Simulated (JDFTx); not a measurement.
# Ag: geometry relaxation (part 2 of 2)

The same run, continued: Ag (1 atom in the cell); Kohn-Sham DFT of a periodic cell, revPBE, SG15-PBE-1.2, no spin polarisation (JDFTx 1.7.0 (patched build)); cutoff 1088.45 eV, 6×6×6 k-mesh, fermi-dirac of 0.05 eV. The structure derives from an entry of the Crystallography Open Database.

Geometry of the input (Å; fractional positions):
```
0.0000  2.0427  2.0427
2.0427  0.0000  2.0427
2.0427  2.0427  0.0000
Ag 0.0000  0.0000  0.0000
```

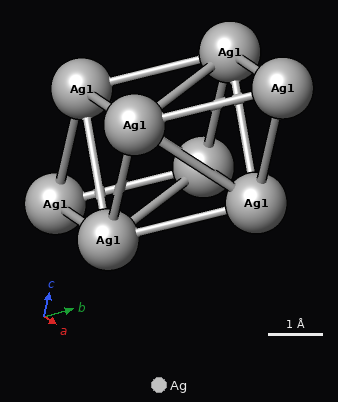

**Figure 1.** The geometry at step 3 of the log (ball-and-stick view of the cell of the calculation, seen slightly off an axis; atoms are numbered from 1 in the order of the input).

The program's output, continued
```
# Forces in Cartesian coordinates:
force Ag  -0.000000000000000   0.000000000000000   0.000000000000000 1

# Energy components:
   Eewald =     -106.7315197118728207
       EH =       32.8888448341384247
     Eloc =      -97.4389227040641401
      Enl =       -7.0894326361911375
      Exc =      -13.6058394219581515
       KE =       48.1355545120072890
-------------------------------------
     Etot =     -143.8413151279405611
       TS =        0.0002815885529008
-------------------------------------
        F =     -143.8415967164934557

LatticeMinimize: Iter:   1  F: -143.841596716493456  |grad|_K:  1.007e-02  alpha:  3.000e+00  linmin: -1.000e+00

-------- Electronic minimization -----------
Will mix electronic density at each iteration.
	FillingsUpdate:  mu: +0.646866406  nElectrons: 19.000000
	FillingsUpdate:  mu: +0.568908765  nElectrons: 19.000000
SCF: Cycle:  0   F: -143.738212076974179   dF: +2.841e-02   |Residual|: 3.623e-01   |deigs|: 5.116e-03
	FillingsUpdate:  mu: +0.597089473  nElectrons: 19.000000
SCF: Cycle:  1   F: -143.841965239850566   dF: -1.038e-01   |Residual|: 5.705e-02   |deigs|: 8.972e-02
	FillingsUpdate:  mu: +0.597551136  nElectrons: 19.000000
[... 8 further cycles ...]
SCF: Cycle: 10   F: -143.842618114990330   dF: -3.947e-10   |Residual|: 5.114e-05   |deigs|: 6.334e-06
	FillingsUpdate:  mu: +0.596385379  nElectrons: 19.000000
SCF: Cycle: 11   F: -143.842618115434391   dF: -4.441e-10   |Residual|: 2.672e-05   |deigs|: 3.953e-06
SCF: Converged (|Delta E|<1.000000e-09 for 2 iters).

Setting wave functions to eigenvectors of Hamiltonian
# Lattice vectors:
R =
[            0      3.95704      3.95704  ]
[      3.95704            0      3.95704  ]
[      3.95704      3.95704            0  ]
unit cell volume = 123.92

# Strain tensor in Cartesian coordinates:
[    0.0250768            0            0  ]
[            0    0.0250768            0  ]
[            0            0    0.0250768  ]

# Stress tensor in Cartesian coordinates [Eh/a0^3]:
[ -5.13235e-05            0            0  ]
[            0 -5.13235e-05            0  ]
[            0            0 -5.13235e-05  ]

# Ionic positions in lattice coordinates:
ion Ag   0.000000000000000   0.000000000000000   0.000000000000000 1

# Forces in Cartesian coordinates:
force Ag  -0.000000000000000   0.000000000000000  -0.000000000000000 1

# Energy components:
   Eewald =     -104.5690046318012207
       EH =       34.2178236984696866
     Eloc =     -100.9233952783666410
      Enl =       -7.1007762739739029
      Exc =      -13.5949545029265657
       KE =       48.1279834860295566
-------------------------------------
     Etot =     -143.8423235025690587
       TS =        0.0002946128653446
-------------------------------------
        F =     -143.8426181154343908

LatticeMinimize: Iter:   2  F: -143.842618115434391  |grad|_K:  2.265e-03  alpha:  1.000e+00  linmin: -1.000e+00

-------- Electronic minimization -----------
Will mix electronic density at each iteration.
	FillingsUpdate:  mu: +0.596385379  nElectrons: 19.000000
	FillingsUpdate:  mu: +0.575060411  nElectrons: 19.000000
SCF: Cycle:  0   F: -143.834240127477841   dF: +2.927e-03   |Residual|: 9.951e-02   |deigs|: 3.683e-04
	FillingsUpdate:  mu: +0.584290179  nElectrons: 19.000000
SCF: Cycle:  1   F: -143.842645136597667   dF: -8.405e-03   |Residual|: 1.629e-02   |deigs|: 2.493e-02
	FillingsUpdate:  mu: +0.583964961  nElectrons: 19.000000
[... 8 further cycles ...]
SCF: Cycle: 10   F: -143.842683414828912   dF: -2.159e-10   |Residual|: 1.471e-05   |deigs|: 8.744e-07
	FillingsUpdate:  mu: +0.583634849  nElectrons: 19.000000
SCF: Cycle: 11   F: -143.842683414882060   dF: -5.315e-11   |Residual|: 1.769e-05   |deigs|: 2.755e-07
SCF: Converged (|Delta E|<1.000000e-09 for 2 iters).

Setting wave functions to eigenvectors of Hamiltonian
# Lattice vectors:
R =
[            0      3.97876      3.97876  ]
[      3.97876            0      3.97876  ]
[      3.97876      3.97876            0  ]
unit cell volume = 125.972

# Strain tensor in Cartesian coordinates:
[    0.0307033            0            0  ]
[            0    0.0307033            0  ]
[            0            0    0.0307033  ]

# Stress tensor in Cartesian coordinates [Eh/a0^3]:
[ -1.23442e-05            0            0  ]
[            0 -1.23442e-05            0  ]
[            0            0 -1.23442e-05  ]

# Ionic positions in lattice coordinates:
ion Ag   0.000000000000000   0.000000000000000   0.000000000000000 1

# Forces in Cartesian coordinates:
force Ag  -0.000000000000000   0.000000000000000   0.000000000000000 1

# Energy components:
   Eewald =     -103.9981813884606794
       EH =       34.5755615899449609
     Eloc =     -101.8510932821092041
      Enl =       -7.1037707025597419
      Exc =      -13.5925517190051419
       KE =       48.1276275104369375
-------------------------------------
     Etot =     -143.8424079917528502
       TS =        0.0002754231292118
-------------------------------------
        F =     -143.8426834148820603

LatticeMinimize: Iter:   3  F: -143.842683414882060  |grad|_K:  5.538e-04  alpha:  1.000e+00  linmin: -1.000e+00

-------- Electronic minimization -----------
Will mix electronic density at each iteration.
	FillingsUpdate:  mu: +0.583634849  nElectrons: 19.000000
	FillingsUpdate:  mu: +0.577666840  nElectrons: 19.000000
SCF: Cycle:  0   F: -143.841979217084685   dF: +2.682e-04   |Residual|: 2.837e-02   |deigs|: 2.944e-05
	FillingsUpdate:  mu: +0.580325655  nElectrons: 19.000000
SCF: Cycle:  1   F: -143.842684208093289   dF: -7.050e-04   |Residual|: 4.771e-03   |deigs|: 7.157e-03
	FillingsUpdate:  mu: +0.580173610  nElectrons: 19.000000
[... 6 further cycles ...]
SCF: Cycle:  8   F: -143.842687690751063   dF: -2.713e-10   |Residual|: 1.069e-05   |deigs|: 3.124e-06
	FillingsUpdate:  mu: +0.580069832  nElectrons: 19.000000
SCF: Cycle:  9   F: -143.842687690809868   dF: -5.880e-11   |Residual|: 3.008e-06   |deigs|: 7.454e-07
SCF: Converged (|Delta E|<1.000000e-09 for 2 iters).

Setting wave functions to eigenvectors of Hamiltonian
# Lattice vectors:
R =
[            0      3.98491      3.98491  ]
[      3.98491            0      3.98491  ]
[      3.98491      3.98491            0  ]
unit cell volume = 126.557

# Strain tensor in Cartesian coordinates:
[    0.0322956            0            0  ]
[            0    0.0322956            0  ]
[            0            0    0.0322956  ]

# Stress tensor in Cartesian coordinates [Eh/a0^3]:
[   -2.082e-06            0            0  ]
[            0   -2.082e-06            0  ]
[            0            0   -2.082e-06  ]

# Ionic positions in lattice coordinates:
ion Ag   0.000000000000000   0.000000000000000   0.000000000000000 1

# Forces in Cartesian coordinates:
force Ag   0.000000000000000  -0.000000000000000   0.000000000000000 1

# Energy components:
   Eewald =     -103.8377646338482236
       EH =       34.6762850604765944
     Eloc =     -102.1119615694834266
      Enl =       -7.1046004655578487
      Exc =      -13.5918677650191952
       KE =       48.1274906258104096
-------------------------------------
     Etot =     -143.8424187476217071
       TS =        0.0002689431881537
-------------------------------------
        F =     -143.8426876908098677

LatticeMinimize: Iter:   4  F: -143.842687690809868  |grad|_K:  9.384e-05  alpha:  1.000e+00  linmin: -1.000e+00

-------- Electronic minimization -----------
Will mix electronic density at each iteration.
	FillingsUpdate:  mu: +0.580069832  nElectrons: 19.000000
	FillingsUpdate:  mu: +0.579059128  nElectrons: 19.000000
SCF: Cycle:  0   F: -143.842666182582263   dF: +8.796e-06   |Residual|: 4.872e-03   |deigs|: 2.517e-06
	FillingsUpdate:  mu: +0.579513201  nElectrons: 19.000000
SCF: Cycle:  1   F: -143.842687429790971   dF: -2.125e-05   |Residual|: 9.681e-04   |deigs|: 1.236e-03
	FillingsUpdate:  mu: +0.579483720  nElectrons: 19.000000
[... 4 further cycles ...]
SCF: Cycle:  6   F: -143.842687805094187   dF: -3.067e-10   |Residual|: 2.508e-06   |deigs|: 2.834e-07
	FillingsUpdate:  mu: +0.579462635  nElectrons: 19.000000
SCF: Cycle:  7   F: -143.842687805182607   dF: -8.842e-11   |Residual|: 4.538e-06   |deigs|: 2.406e-07
SCF: Converged (|Delta E|<1.000000e-09 for 2 iters).

Setting wave functions to eigenvectors of Hamiltonian
# Lattice vectors:
R =
[            0      3.98596      3.98596  ]
[      3.98596            0      3.98596  ]
[      3.98596      3.98596            0  ]
unit cell volume = 126.657

# Strain tensor in Cartesian coordinates:
[    0.0325676            0            0  ]
[            0    0.0325676            0  ]
[            0            0    0.0325676  ]

# Stress tensor in Cartesian coordinates [Eh/a0^3]:
[ -3.85129e-07            0            0  ]
[            0 -3.85129e-07            0  ]
[            0            0 -3.85129e-07  ]

# Ionic positions in lattice coordinates:
ion Ag   0.000000000000000   0.000000000000000   0.000000000000000 1

# Forces in Cartesian coordinates:
force Ag   0.000000000000000  -0.000000000000000  -0.000000000000000 1

# Energy components:
   Eewald =     -103.8104129542188332
       EH =       34.6934481317712340
     Eloc =     -102.1564146744195654
      Enl =       -7.1047400834831214
      Exc =      -13.5917483822883547
       KE =       48.1274479832364293
-------------------------------------
     Etot =     -143.8424199794021945
       TS =        0.0002678257804099
-------------------------------------
        F =     -143.8426878051826066

LatticeMinimize: Iter:   5  F: -143.842687805182607  |grad|_K:  1.737e-05  alpha:  1.000e+00  linmin: -1.000e+00

-------- Electronic minimization -----------
Will mix electronic density at each iteration.
	FillingsUpdate:  mu: +0.579462635  nElectrons: 19.000000
	FillingsUpdate:  mu: +0.579277350  nElectrons: 19.000000
SCF: Cycle:  0   F: -143.842687048796734   dF: +3.263e-07   |Residual|: 8.993e-04   |deigs|: 3.926e-07
	FillingsUpdate:  mu: +0.579360769  nElectrons: 19.000000
SCF: Cycle:  1   F: -143.842687793011152   dF: -7.442e-07   |Residual|: 1.761e-04   |deigs|: 2.279e-04
	FillingsUpdate:  mu: +0.579356123  nElectrons: 19.000000
[... 2 further cycles ...]
SCF: Cycle:  4   F: -143.842687806733181   dF: -2.402e-10   |Residual|: 4.181e-06   |deigs|: 2.378e-06
	FillingsUpdate:  mu: +0.579351270  nElectrons: 19.000000
SCF: Cycle:  5   F: -143.842687806762626   dF: -2.944e-11   |Residual|: 5.430e-07   |deigs|: 5.749e-07
SCF: Converged (|Delta E|<1.000000e-09 for 2 iters).

Setting wave functions to eigenvectors of Hamiltonian
# Lattice vectors:
R =
[            0      3.98615      3.98615  ]
[      3.98615            0      3.98615  ]
[      3.98615      3.98615            0  ]
unit cell volume = 126.675

# Strain tensor in Cartesian coordinates:
[    0.0326174            0            0  ]
[            0    0.0326174            0  ]
[            0            0    0.0326174  ]

# Stress tensor in Cartesian coordinates [Eh/a0^3]:
[  5.71582e-08            0            0  ]
[            0  5.71582e-08            0  ]
[            0            0  5.71582e-08  ]

# Ionic positions in lattice coordinates:
ion Ag   0.000000000000000   0.000000000000000   0.000000000000000 1

# Forces in Cartesian coordinates:
force Ag   0.000000000000000  -0.000000000000000   0.000000000000000 1

# Energy components:
   Eewald =     -103.8054042899222082
       EH =       34.6966137101908174
     Eloc =     -102.1645883070074206
      Enl =       -7.1047727118075086
      Exc =      -13.5917300984315421
       KE =       48.1274615094094287
-------------------------------------
     Etot =     -143.8424201875684503
       TS =        0.0002676191941812
-------------------------------------
        F =     -143.8426878067626262

LatticeMinimize: Iter:   6  F: -143.842687806762626  |grad|_K:  2.579e-06  alpha:  1.000e+00  linmin:  1.000e+00
LatticeMinimize: Converged (|Delta F|<1.000000e-06 for 2 iters).

Dumping 'run.eigStats' ...
	eMin: -2.789443 at state 0 ( [ +0.000000 +0.000000 +0.000000 ] spin 0 )
	HOMO: +0.577293 at state 13 ( [ +0.166667 +0.333333 +0.500000 ] spin 0 )
	mu  : +0.579351
	LUMO: +0.581557 at state 3 ( [ +0.000000 +0.000000 +0.500000 ] spin 0 )
	eMax: +1.531620 at state 11 ( [ +0.000000 +0.333333 -0.333333 ] spin 0 )
	HOMO-LUMO gap: +0.004264
	Optical gap  : +0.104565 at state 3 ( [ +0.000000 +0.000000 +0.500000 ] spin 0 )
Done!
```

Trajectory as extended XYZ (Å, eV, eV/Å), 7 frames, from step=0 to step=6
```
1
Lattice="0.0000 2.0428 2.0428 2.0428 0.0000 2.0428 2.0428 2.0428 0.0000" Properties=species:S:1:pos:R:3:forces:R:3 step=0 energy=-3914.11835
Ag    0.0000    0.0000    0.0000    0.0000   0.0000   0.0000
1
Lattice="0.0000 2.0516 2.0516 2.0516 0.0000 2.0516 2.0516 2.0516 0.0000" Properties=species:S:1:pos:R:3:forces:R:3 step=1 energy=-3914.12925
Ag    0.0000    0.0000    0.0000    0.0000   0.0000   0.0000
1
Lattice="0.0000 2.0940 2.0940 2.0940 0.0000 2.0940 2.0940 2.0940 0.0000" Properties=species:S:1:pos:R:3:forces:R:3 step=2 energy=-3914.15704
Ag    0.0000    0.0000    0.0000    0.0000   0.0000   0.0000
1
Lattice="0.0000 2.1055 2.1055 2.1055 0.0000 2.1055 2.1055 2.1055 0.0000" Properties=species:S:1:pos:R:3:forces:R:3 step=3 energy=-3914.15882
Ag    0.0000    0.0000    0.0000    0.0000   0.0000   0.0000
1
Lattice="0.0000 2.1087 2.1087 2.1087 0.0000 2.1087 2.1087 2.1087 0.0000" Properties=species:S:1:pos:R:3:forces:R:3 step=4 energy=-3914.15893
Ag    0.0000    0.0000    0.0000    0.0000   0.0000   0.0000
1
Lattice="0.0000 2.1093 2.1093 2.1093 0.0000 2.1093 2.1093 2.1093 0.0000" Properties=species:S:1:pos:R:3:forces:R:3 step=5 energy=-3914.15894
Ag    0.0000    0.0000    0.0000    0.0000   0.0000   0.0000
1
Lattice="0.0000 2.1094 2.1094 2.1094 0.0000 2.1094 2.1094 2.1094 0.0000" Properties=species:S:1:pos:R:3:forces:R:3 step=6 energy=-3914.15894
Ag    0.0000    0.0000    0.0000    0.0000   0.0000   0.0000
```
